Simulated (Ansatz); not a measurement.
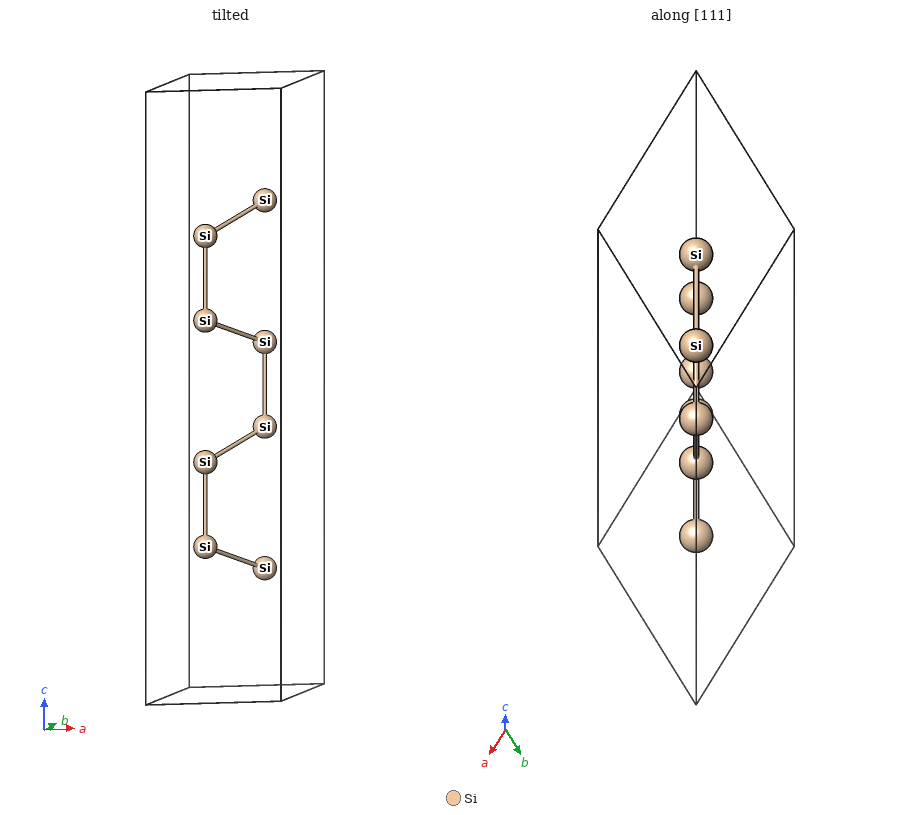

Drawn in the ball-and-stick manner and seen slightly off an axis and along [111]. The frame is the simulation cell; atoms at its boundary are shown with their periodic copies. Cell: a = 3.832 Å, b = 3.832 Å, c = 17.184 Å, α = 90.00°, β = 90.00°, γ = 60.00°.

Summary of the structure:

- The element is silicon.
- The cell holds eight atoms.
- Counting contacts within bonding distance, the coordination numbers are Si 3 to 4 (mean 3.8).
- The bonds build Si layers parallel to (001).

Its origin is a structure listed in the Materials Project. The cell was then strained or its atoms displaced on purpose. An electronic-structure calculation with Ansatz was run on it.

At this level of theory the run's own cell isn't at rest (forces up to 0.9 eV/Å), so its distances can differ from those at equilibrium, the more so the softer the solid.
